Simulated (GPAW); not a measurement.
# How NaI absorbs and reflects light

Wanted: where NaI starts to absorb, how strongly, and its refractive index.

Method: DFT, LDA, plane-wave PAW (GPAW data sets), scalar-relativistic, RPA, optical limit, in GPAW 26.7.0.

### Step 1. The starting structure

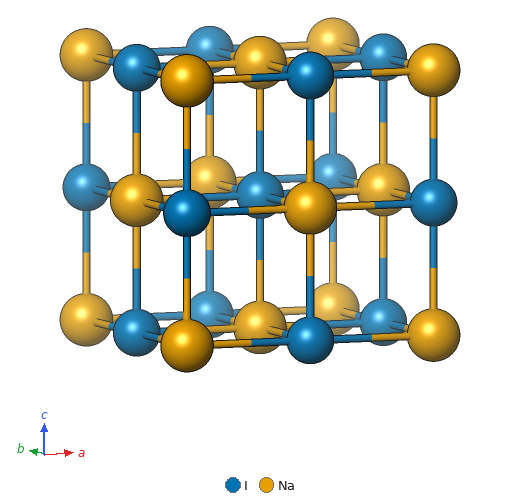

Start, viewed slightly off an axis; iodine blue, sodium orange. This picture shows the conventional cell, with its axes. Some periodic images of atoms are drawn too.

### Step 2. Ground state

First the ground state: is it a metal or has it a gap?

This step: DFT, LDA, plane-wave PAW (GPAW data sets), scalar-relativistic, ground state (GPAW 26.7.0).

gs.py reads:

```python
from ase import Atoms
from ase.dft.bandgap import bandgap
from gpaw import GPAW, PW, FermiDirac

atoms = Atoms(['I', 'Na'],
              cell=[[0.000000000000, 3.236400000000, 3.236400000000],
                    [3.236400000000, 0.000000000000, 3.236400000000],
                    [3.236400000000, 3.236400000000, 0.000000000000]],
              scaled_positions=[[0.500000000000, 0.500000000000, 0.500000000000],
                                [0.000000000000, 0.000000000000, 0.000000000000]],
              pbc=[True, True, True])
atoms.calc = GPAW(mode=PW(450), xc='LDA', kpts={'size': (6, 6, 6), 'gamma': True},
                  occupations=FermiDirac(0.05), maxiter=150, txt='gs.txt')
print('energy (eV)', atoms.get_potential_energy())
print('Fermi level (eV)', atoms.calc.get_fermi_level())
print('valence electrons', atoms.calc.get_number_of_electrons())
print('gap (eV)', bandgap(atoms.calc, output=None)[0])
print('direct gap (eV)', bandgap(atoms.calc, direct=True, output=None)[0])
atoms.calc.write('gs.gpw')
```

The run is started by

```sh
OMP_NUM_THREADS=1 python gs.py
```

Numbers of over 12 decimals in the logs are rounded to 6 here.

Log:

```text
__  _  _
 | _ |_)|_||  |
 |__||  | ||/\| - 26.7.0

Versions:
  Python: 3.12.14
  ASE:    3.29.0
  Numpy:  2.5.5
  Scipy:  1.18.1
  Libxc:  7.0.0

Input parameters:
  mode=PW(ecut=450.000000),
  kpts=MonkhorstPack(size=(6, 6, 6), gamma=True),
  maxiter=150,
  occupations=Occupations(name='fermi-dirac', width=0.05, fixmagmom=False),
  xc=XC(name='LDA')

Diagonalizing LCAO Hamiltonian
Converting LCAO to pw mode

                 I

       Na

Atoms  # Å, Bohr magnetons
|   | symbol |        x |        y |        z |    initial magnetic moments |
| 0 |      I | 3.236400 | 3.236400 | 3.236400 | ( 0.0000,  0.0000,  0.0000) |
| 1 |     Na | 0.000000 | 0.000000 | 0.000000 | ( 0.0000,  0.0000,  0.0000) |

Unit cell  # Å
| periodic |        x |        y |        z |  lengths |    angles |
|      yes | 0.000000 | 3.236400 | 3.236400 | 4.576961 | 60.000000 |
|      yes | 3.236400 | 0.000000 | 3.236400 | 4.576961 | 60.000000 |
|      yes | 3.236400 | 3.236400 | 0.000000 | 4.576961 | 60.000000 |

Number of symmetries: 48
Symmetry operations  # r_c * U_cc + t_c -> r_c
|    | kind |            matrix            |
|  0 |  σ   |  1, 0, 0,  1, 0,-1,  1,-1, 0 |
|  1 |  C2  |  1, 0, 0,  1,-1, 0,  1, 0,-1 |
|  2 |  E   |  1, 0, 0,  0, 1, 0,  0, 0, 1 |
|  3 |  σ   |  1, 0, 0,  0, 0, 1,  0, 1, 0 |
|  4 |  C4  |  1, 0,-1,  1, 0, 0,  1,-1, 0 |
|  5 |  S6  |  1, 0,-1,  1,-1, 0,  1, 0, 0 |
|  6 |  σ   |  1, 0,-1,  0, 1,-1,  0, 0,-1 |
|  7 |  C3  |  1, 0,-1,  0, 0,-1,  0, 1,-1 |
|  8 |  S6  |  1,-1, 0,  1, 0, 0,  1, 0,-1 |
|  9 |  C4  |  1,-1, 0,  1, 0,-1,  1, 0, 0 |
| 10 |  C3  |  1,-1, 0,  0,-1, 1,  0,-1, 0 |
| 11 |  σ   |  1,-1, 0,  0,-1, 0,  0,-1, 1 |
| 12 |  σ   |  0, 1, 0,  1, 0, 0,  0, 0, 1 |
| 13 |  C4  |  0, 1, 0,  0, 1,-1, -1, 1, 0 |
| 14 |  C3  |  0, 1, 0,  0, 0, 1,  1, 0, 0 |
| 15 |  S6  |  0, 1, 0, -1, 1, 0,  0, 1,-1 |
| 16 |  C2  |  0, 1,-1,  1, 0,-1,  0, 0,-1 |
| 17 |  σ   |  0, 1,-1,  0, 1, 0, -1, 1, 0 |
| 18 |  S4  |  0, 1,-1,  0, 0,-1,  1, 0,-1 |
| 19 |  C4  |  0, 1,-1, -1, 1, 0,  0, 1, 0 |
| 20 |  C3  |  0, 0, 1,  1, 0, 0,  0, 1, 0 |
| 21 |  σ   |  0, 0, 1,  0, 1, 0,  1, 0, 0 |
| 22 |  S6  |  0, 0, 1,  0,-1, 1, -1, 0, 1 |
| 23 |  C4  |  0, 0, 1, -1, 0, 1,  0,-1, 1 |
| 24 |  S4  |  0, 0,-1,  1, 0,-1,  0, 1,-1 |
| 25 |  C3  |  0, 0,-1,  0, 1,-1,  1, 0,-1 |
| 26 |  C2  |  0, 0,-1,  0,-1, 0, -1, 0, 0 |
| 27 |  S6  |  0, 0,-1, -1, 0, 0,  0,-1, 0 |
| 28 |  S4  |  0,-1, 1,  1,-1, 0,  0,-1, 0 |
| 29 |  C4  |  0,-1, 1,  0, 0, 1, -1, 0, 1 |
| 30 |  C2  |  0,-1, 1,  0,-1, 0,  1,-1, 0 |
| 31 |  σ   |  0,-1, 1, -1, 0, 1,  0, 0, 1 |
| 32 |  C3  |  0,-1, 0,  1,-1, 0,  0,-1, 1 |
| 33 |  S6  |  0,-1, 0,  0, 0,-1, -1, 0, 0 |
| 34 |  S4  |  0,-1, 0,  0,-1, 1,  1,-1, 0 |
| 35 |  C2  |  0,-1, 0, -1, 0, 0,  0, 0,-1 |
| 36 |  C2  | -1, 1, 0,  0, 1, 0,  0, 1,-1 |
| 37 |  S6  | -1, 1, 0,  0, 1,-1,  0, 1, 0 |
| 38 |  S4  | -1, 1, 0, -1, 0, 1, -1, 0, 0 |
| 39 |  C3  | -1, 1, 0, -1, 0, 0, -1, 0, 1 |
| 40 |  S6  | -1, 0, 1,  0, 0, 1,  0,-1, 1 |
| 41 |  C2  | -1, 0, 1,  0,-1, 1,  0, 0, 1 |
| 42 |  C3  | -1, 0, 1, -1, 1, 0, -1, 0, 0 |
| 43 |  S4  | -1, 0, 1, -1, 0, 0, -1, 1, 0 |
| 44 |  C2  | -1, 0, 0,  0, 0,-1,  0,-1, 0 |
| 45 |  i   | -1, 0, 0,  0,-1, 0,  0, 0,-1 |
| 46 |  σ   | -1, 0, 0, -1, 1, 0, -1, 0, 1 |
| 47 |  C2  | -1, 0, 0, -1, 0, 1, -1, 1, 0 |

BZ-sampling:
  Number of BZ points: 216
  Number of IBZ points: 16

  Monkhorst-Pack size: [6, 6, 6]
  Monkhorst-Pack shift: [0.083333, 0.083333, 0.083333]

K-points  # in reciprocal-cell coordinates
|     |                                coordinates |     weight |
|   0 | (  0.00000000,   0.00000000,   0.00000000) | 0.00462963 |
|   1 | (  0.16666667,   0.16666667,   0.00000000) | 0.02777778 |
|   2 | (  0.16666667,   0.16666667,   0.16666667) | 0.03703704 |
|   3 | (  0.33333333,   0.16666667,   0.16666667) | 0.05555556 |
|   4 | (  0.33333333,   0.33333333,  -0.33333333) | 0.05555556 |
|   5 | (  0.33333333,   0.33333333,   0.00000000) | 0.02777778 |
|   6 | (  0.33333333,   0.33333333,   0.16666667) | 0.11111111 |
|   7 | (  0.33333333,   0.33333333,   0.33333333) | 0.03703704 |
|   8 | (  0.50000000,   0.33333333,  -0.33333333) | 0.11111111 |
|   9 | (  0.50000000,   0.33333333,  -0.16666667) | 0.05555556 |
| ... |                                            |            |
|  15 | (  0.50000000,   0.50000000,   0.50000000) | 0.01851852 |

Plane wave coefficients: 1484
Cutoff: 450.000000 eV

Spin-components: 1 (collinear spins)
Bands:           11
Projectors:      10
Spin-degeneracy: 2
Datatype:        complex128

Parallelization:
  kpt:    1
  domain: 1
  band:   1

Density:
  Valence electrons: 14.0
  Components: 1
  Grid points: [24 24 24]
  Charge: 0.0  # |e|

Potential:
  Grid points: [24 24 24]

species:
  I:
    name:    Iodine
    id:
    Z:       53.0
    valence: 7
    core:    46
    charge:  0.0  # [|e|]
    compensation charges:
      type: gauss
      rc: 0.37  # [Å]
      lmax: 2
    cutoffs:
      filter: 2.06  # [Å]
      core: 2.90  # [Å]
    projectors
    | kind |    occ | energy [eV] | rcut [Å] |
    |   5s |  2.000 |     -17.626 |    1.164 |
    |   5p |  5.000 |      -7.241 |    1.164 |
    |    s |        |       9.585 |    1.164 |
    |    p |        |      19.970 |    1.164 |
    |    d |        |       0.000 |    1.164 |

    Using partial waves for I as LCAO basis

  Na:
    name:    Sodium
    id:
    Z:       11.0
    valence: 7
    core:    4
    charge:  0.0  # [|e|]
    compensation charges:
      type: gauss
      rc: 0.37  # [Å]
      lmax: 2
    cutoffs:
      filter: 2.17  # [Å]
      core: 2.59  # [Å]
    projectors
    | kind |    occ | energy [eV] | rcut [Å] |
    |   3s |  1.000 |      -2.819 |    1.201 |
    |   2p |  6.000 |     -28.826 |    1.217 |
    |   3p |  0.000 |      -0.774 |    1.217 |
    |    s |        |      24.392 |    1.201 |
    |    d |        |       0.000 |    1.238 |

    Using partial waves for Na as LCAO basis

Reference energy: -197782.193773  # eV

eigensolver:
  PPCG
  Converge bands: occupied
  niter=2

density mixing:
  MSR1-Mixer
  Pratt-step length: 0.05
  Maximum mixing coefficient: 0.75
  Old densities: 10
  SVD Regularization: 0.005
  Good broyden scale: 1.0
  Trust region scale: 1.0
  Backstep threshold: 4.0
  History deletion threshold: 6.0
  Fourier metric: weight=20.0, sigma=0.015

occupation numbers:
  Fermi-Dirac:
    width: 0.0500  # eV

poisson solver:
  ecut: 3600.000000  # eV

xc functional:
  name: None

convergence criteria:
- Maximum [total energy] change in last 3 cyles: 0.0005 eV / valence electron
- Maximum integral of absolute [dens]ity change: 0.0001 electrons / valence electron
- Maximum integral of absolute [eigenst]ate change: 4e-08 eV^2 / valence electron
maximum number of iterations: 150

SCF iterations
|iter     |      energy | eigst |  dens |
|iter:   1||   -6.022177 | -0.87 |       |
|iter:   2||   -6.018045 | -3.14 | -1.44 |
|iter:   3||   -5.993975 | -2.98 | -1.47 |
|iter:   4||   -5.994020 | -4.16 | -2.09 |
|iter:   5||   -5.994047c| -5.31 | -2.78 |
|iter:   6||   -5.994049c| -6.52 | -3.44 |
|iter:   7||   -5.994049c| -7.77c| -4.34c|

Converged in 7 steps
SCF loop duration: 3.977 s (0.568 s/step)
Energy contributions relative to reference atoms: (reference = -197782.193773)

Energy contributions:
  Kinetic:           7.199421
  Coulomb:          -7.473285
  Zero:             -0.048317
  External:          0.000000
  Xc:               -5.671868
  Entropy:          -0.000000
  Spinorbit:         0.000000
  ----------------------------
  Free energy:      -5.994049
  Extrapolated:     -5.994049

dipole moment: (-6.095235, -6.095235, -6.095235)  # |e|*Ang

Fermi level: 2.010
Eigenvalues  # (at kpt = [0.000, 0.000, 0.000])
| band index |      eig [eV] | occ [0-2] |
|          0 |       -21.962 |     2.000 |
|          1 |       -21.962 |     2.000 |
|          2 |       -21.962 |     2.000 |
|          3 |       -10.653 |     2.000 |
|          4 |         0.450 |     2.000 |
|          5 |         0.450 |     2.000 |
|          6 |         0.450 |     2.000 |
|          7 |         3.795 |     0.000 |
|          8 |        11.857 |     0.000 |
|          9 |        11.857 |     0.000 |
|         10 |        11.857 |     0.000 |

Gap: 3.345 eV
Transition (v -> c):
  (s=0, k=0, n=6, [0.00, 0.00, 0.00]) -> (s=0, k=0, n=7, [0.00, 0.00, 0.00])
No difference between direct/indirect transitions

--- standard output ---
energy (eV) -5.994049
Fermi level (eV) 2.009556
valence electrons 14.0
gap (eV) 3.344700
direct gap (eV) 3.344700
```

Wall time 5.5 s (1 thread of Arm Neoverse V1, shared host); peak memory 0.13 GiB.

Read-outs, printed or worked out from the files:

```
energy                 : -5.994 eV
Fermi energy           : 2.010 eV
gap on the k-mesh      : 3.345 eV
direct gap on the mesh : 3.345 eV
electrons              : 14
```

There is a gap, 3.34 eV on this mesh (points off the mesh can give less), so no carriers' term is needed.

### Step 3. Bands for the response

At the fixed density, many empty bands are solved on the mesh of the response, since the spectrum sums over them.

This step: DFT, LDA, plane-wave PAW (GPAW data sets), scalar-relativistic, bands at fixed density (GPAW 26.7.0).

nscf.py reads:

```python
from ase.dft.bandgap import bandgap
from gpaw import GPAW, FermiDirac

calc = GPAW('gs.gpw').fixed_density(kpts={'size': (16, 16, 16), 'gamma': True}, nbands=47, convergence={'bands': 41},
                                    occupations=FermiDirac(0.001), txt='nscf.txt')
print('gap (eV)', bandgap(calc, output=None)[0])
print('direct gap (eV)', bandgap(calc, direct=True, output=None)[0])
print('top band over the Fermi level (eV)', min(calc.get_eigenvalues(kpt=k)[40] for k in range(len(calc.get_ibz_k_points()))) - calc.get_fermi_level())
calc.write('full.gpw', mode='all')
```

The run is started by

```sh
OMP_NUM_THREADS=1 python nscf.py
```

Log:

```text
Diagonalizing LCAO Hamiltonian
Converting LCAO to pw mode
convergence criteria:
- Maximum integral of absolute [eigenst]ate change: 4e-08 eV^2 / valence electron
maximum number of iterations: 150

SCF iterations
|iter     |      energy | eigst |  dens |
|iter:   1||             | +3.76 |       |
|iter:   2||             | +2.38 |       |
|iter:   3||             | +1.38 |       |
|iter:   4||             | +0.22 |       |
|iter:   5||             | -0.84 |       |
|iter:   6||             | -1.78 |       |
|iter:   7||             | -2.68 |       |
|iter:   8||             | -3.55 |       |
|iter:   9||             | -4.43 |       |
|iter:  10||             | -5.27 |       |
|iter:  11||             | -6.05 |       |
|iter:  12||             | -6.74 |       |
|iter:  13||             | -7.33 |       |
|iter:  14||             | -7.82c|       |
SCF steps: 14
  __  _  _
 | _ |_)|_||  |
 |__||  | ||/\| - 26.7.0

Versions:
  Python: 3.12.14
  ASE:    3.29.0
  Numpy:  2.5.5
  Scipy:  1.18.1
  Libxc:  7.0.0

Input parameters:
  mode=PW(ecut=450.000000),
  convergence={'bands': 41},
  gpts=array([24, 24, 24]),
  kpts=MonkhorstPack(size=(16, 16, 16), gamma=True),
  maxiter=150,
  nbands=47,
  occupations=Occupations(name='fermi-dirac', width=0.001, fixmagmom=False),
  parallel={},
  xc=XC(name='LDA')

--- standard output ---
gap (eV) 3.344700
direct gap (eV) 3.344700
top band over the Fermi level (eV) 30.764928
```

Run time: 4.4 min. Hardware: 1 thread; peak memory 0.34 GiB.

### Step 4. Dielectric function, RPA

Transitions between filled and empty bands, summed over the zone, give the optical response, so mesh, band count and broadening shape it.

The induced potential is part of this response.

This step: DFT, LDA, plane-wave PAW (GPAW data sets), scalar-relativistic, RPA, optical limit (GPAW 26.7.0).

df.py reads:

```python
from gpaw.response.df import DielectricFunction

df = DielectricFunction('full.gpw', frequencies={'type': 'nonlinear', 'domega0': 0.03, 'omega2': 8},
                        ecut=50,
                        eta=0.1,
                        nbands=41,
                        txt='df.txt')
for direction in ['x']:
    df.get_dielectric_function(xc='RPA', direction=direction, filename=f'df_{direction}.csv')
```

The run is started by

```sh
OMP_NUM_THREADS=1 python df.py
```

Log:

```text
Using integrator: PointIntegrator
NonLinearFrequencyDescriptor(from 0.000 to 58.501 eV, 485 points)
Nonperiodic BCs:  [False False False]
Using integrator: PointIntegrator
NonLinearFrequencyDescriptor(from 0.000 to 58.501 eV, 485 points)
Nonperiodic BCs:  [False False False]

Calculating chi0 body with:
    Ground state adapter containing:
    Number of spins: 1
    Number of kpoints: 4096
    Number of irreducible kpoints: 145
    Number of completely occupied states: 7
    Number of partially occupied states: 7

    Linear response parametrization:
    q_c: [0.0, 0.0, 0.0]
    Number of frequency points: 485
    Planewave cutoff: 50.0
    Number of bands: 41
    Number of planewaves: 59
    Broadening (eta): 0.1

Integrating chi0 body.

Symmetries of q_c:
    Direct symmetries (Uq -> q): 48
    Indirect symmetries (TUq -> q): 0
In total 48 allowed symmetries.

145 groups of equivalent kpoints. 96.4599609375% reduction.

Integral kind: spectral function

Calculating chi0 optical extensions with:
    Ground state adapter containing:
    Number of spins: 1
    Number of kpoints: 4096
    Number of irreducible kpoints: 145
    Number of completely occupied states: 7
    Number of partially occupied states: 7

    Linear response parametrization:
    Number of frequency points: 485
    Planewave cutoff: 50.0
    Number of bands: 41
    Number of planewaves: 59
    Broadening (eta): 0.1
Integrating chi0 head and wings.

Symmetries of q_c:
    Direct symmetries (Uq -> q): 48
    Indirect symmetries (TUq -> q): 0
In total 48 allowed symmetries.

145 groups of equivalent kpoints. 96.4599609375% reduction.

Integral kind: spectral function wings
```

The job ended after 30 s (1 thread; peak memory 0.29 GiB).

This step gave:

```
electronic dielectric constant ε∞, mean over x, y and z (by symmetry where fewer were run) : 3.191
main peak of Im epsilon, first axis                                                        : 5.940 eV
centre of weight of the strongest loss peak in the window                                  : 13.54 eV
```

Some rows of df_x.csv (energy; Re and Im without local fields; Re and Im with them):

```text
0.000000, 3.874961, 0.000000, 3.191328, 0.000000
0.555532, 3.896748, 0.007932, 3.207085, 0.005739
1.143969, 3.970444, 0.017459, 3.260456, 0.012658
1.768324, 4.118363, 0.030825, 3.367970, 0.022471
2.431988, 4.391842, 0.054389, 3.568640, 0.040237
3.138794, 4.967246, 0.134641, 4.005135, 0.106346
3.893091, 5.692056, 0.975742, 4.481710, 0.838159
4.699832, 6.913369, 1.764859, 5.146785, 1.349856
5.564682, 6.248405, 7.300221, 4.948795, 4.852679
6.494155, 1.760633, 5.228682, 0.922550, 3.395863
7.495775, -0.349060, 6.013726, 1.258628, 3.721409
8.578281, -1.904935, 3.737053, 0.222787, 3.295030
9.751884, -1.345472, 1.858857, -0.240155, 1.973660
11.028587, -0.652671, 0.829418, -0.378140, 1.133873
12.422601, -0.040363, 0.607617, 0.140967, 0.588269
13.950874, 0.152219, 0.575425, 0.404859, 0.534430
15.633783, 0.184962, 0.480636, 0.514449, 0.517681
17.496047, 0.287841, 0.336332, 0.588992, 0.440005
19.567954, 0.486460, 0.163766, 0.620106, 0.277633
```

The Im ε, E ∥ x has structure finer than the step of the table below, so its rows give means over 2 eV, whole bins alone (the curve runs from 0 to 19.9 eV). Peaks (eV: height): 5.9: 5.67, 7.4: 3.72.

Values under the direct gap are tails of Lorentzian lines. The Im ε, E ∥ x by photon energy; means over each step:

| photon energy (eV) | Im ε, E ∥ x |
| --- | --- |
| 2 | 0.0322 |
| 4 | 0.814 |
| 6 | 3.98 |
| 8 | 3.30 |
| 10 | 1.94 |
| 12 | 0.781 |
| 14 | 0.509 |
| 16 | 0.531 |
| 18 | 0.395 |

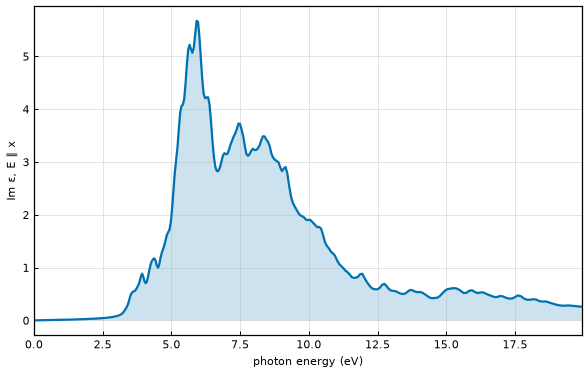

Im ε, E ∥ x against photon energy.

Table of Re ε, E ∥ x by photon energy:

| photon energy (eV) | Re ε, E ∥ x |
| --- | --- |
| 0 | 3.19 |
| 2 | 3.43 |
| 4 | 4.35 |
| 6 | 2.07 |
| 8 | 1.03 |
| 10 | -0.218 |
| 12 | -0.0663 |
| 14 | 0.407 |
| 16 | 0.508 |
| 18 | 0.545 |

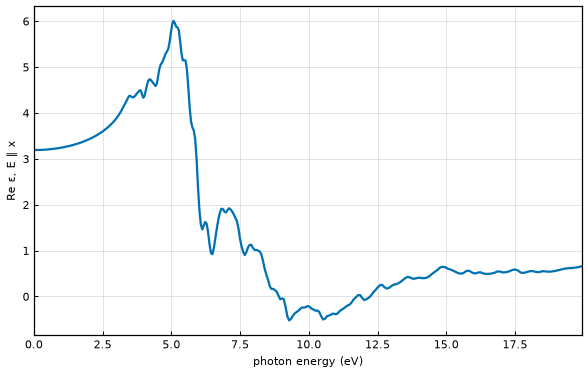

Re ε, E ∥ x against photon energy.

The Im ε, E ∥ x has structure finer than the step of the table below, so its rows give means over 2 eV, whole bins alone (the curve runs from 0 to 19.9 eV). Peaks (eV: height): without local fields 5.9: 7.81, 7.2: 6.60; with local fields 5.9: 5.67, 7.4: 3.72.

Values under the direct gap are tails of Lorentzian lines. Im ε, E ∥ x against photon energy; means over each step:

| photon energy (eV) | without local fields | with local fields |
| --- | --- | --- |
| 2 | 0.0434 | 0.0322 |
| 4 | 1.02 | 0.814 |
| 6 | 5.99 | 3.98 |
| 8 | 4.99 | 3.30 |
| 10 | 1.64 | 1.94 |
| 12 | 0.699 | 0.781 |
| 14 | 0.596 | 0.509 |
| 16 | 0.460 | 0.531 |
| 18 | 0.259 | 0.395 |

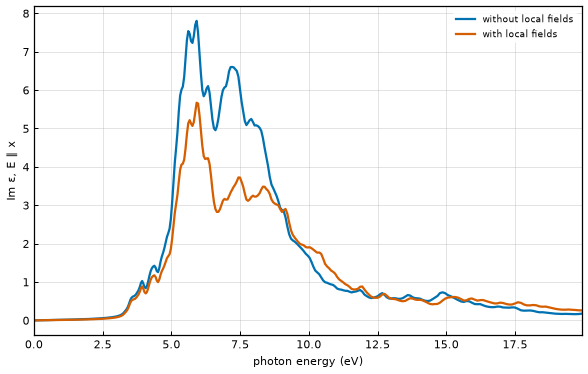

Im ε, E ∥ x, plotted against photon energy.

The refractive index n and extinction k by photon energy:

| photon energy (eV) | n | k |
| --- | --- | --- |
| 0 | 1.79 | 0 |
| 2 | 1.85 | 0.00740 |
| 4 | 2.09 | 0.187 |
| 6 | 1.99 | 1.38 |
| 8 | 1.49 | 1.09 |
| 10 | 0.922 | 1.03 |
| 12 | 0.618 | 0.669 |
| 14 | 0.735 | 0.365 |
| 16 | 0.793 | 0.347 |
| 18 | 0.779 | 0.251 |

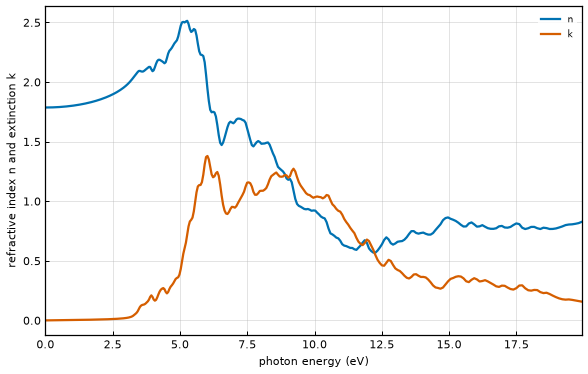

Refractive index n and extinction k against photon energy.

The loss function −Im 1/ε at q → 0, E ∥ x has structure finer than the step of the table below, so its rows give means over 2 eV, whole bins alone (the curve runs from 0 to 19.9 eV). Peaks (eV: height): 12.3: 1.64, 12.9: 1.54, 16.4: 1.02.

Values under the direct gap are tails of Lorentzian lines. Loss function −Im 1/ε at q → 0, E ∥ x against energy loss; means over each step:

| energy loss (eV) | loss function −Im 1/ε at q → 0, E ∥ x |
| --- | --- |
| 2 | 0.00255 |
| 4 | 0.0338 |
| 6 | 0.167 |
| 8 | 0.277 |
| 10 | 0.522 |
| 12 | 1.26 |
| 14 | 1.15 |
| 16 | 0.944 |
| 18 | 0.867 |

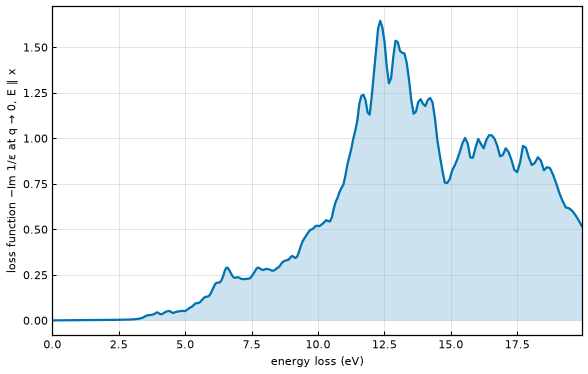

Loss function −Im 1/ε at q → 0, E ∥ x, plotted against energy loss.

From ε follow the optical constants at some laser and lamp lines:

| wavelength (nm) | n | k | R (%) | 1/α |
| --- | --- | --- | --- | --- |
| 1550 | 1.80 | 0.002 | 8.1 | 52 µm |
| 1064 | 1.81 | 0.004 | 8.3 | 24 µm |
| 800 | 1.82 | 0.005 | 8.5 | 12 µm |
| 633 | 1.85 | 0.007 | 8.9 | 7.0 µm |
| 532 | 1.88 | 0.010 | 9.3 | 4.3 µm |
| 450 | 1.93 | 0.015 | 10.1 | 2.4 µm |
| 308 | 2.10 | 0.175 | 12.9 | 140 nm |

Below the direct gap, k and the depth come from the tails of the Lorentzian lines, not from transitions.

Rows near the edge hang on the gap, which this functional as a rule makes too small, and phonon-assisted absorption is left out.

### Step 5. Results

```yaml
electronic_dielectric_constant_eps_infinity_mean_over_x_y_and_z_by_symmetry_where_fewer_were_run_rpa: 3.19
main_peak_of_im_epsilon_first_axis: 5.94 eV
centre_of_weight_of_the_strongest_loss_peak_in_the_window_first_axis: 13.5 eV
```

At this level (LDA, RPA) NaI has ε∞ = 3.19 and n = 1.80 at 1550 nm, and Im ε peaks at 5.9 eV. On the mesh the gap is 3.34 eV and the least direct gap 3.34 eV. Local fields change the static value along x from 3.88 to 3.19 (-18 %). Distinct maxima of Im ε, read by a parabola through the highest points, lie at 5.94 eV (5.7), 7.47 eV (3.7) and 8.36 eV (3.5). Excitons and phonon-assisted transitions are missing; LDA gaps are as a rule too small, which pulls the onset down and ε∞ up. Spin-orbit coupling is left out although heavy atoms are present. The sum runs over mesh points, so small or evenly spaced maxima can still be ripples of the mesh.

[Machine, clock and banner lines and Python warnings are left out of the logs.]

[Logs are printed without paths, hosts, clocks, repeated set-up lines and the standing remarks that a program may print on its own settings, such as how far it seeks lower states.]

[Hosts, paths, dates, database ids (printed as entryN), source tags and the programs' standing remarks are cut or masked in the printed files.]
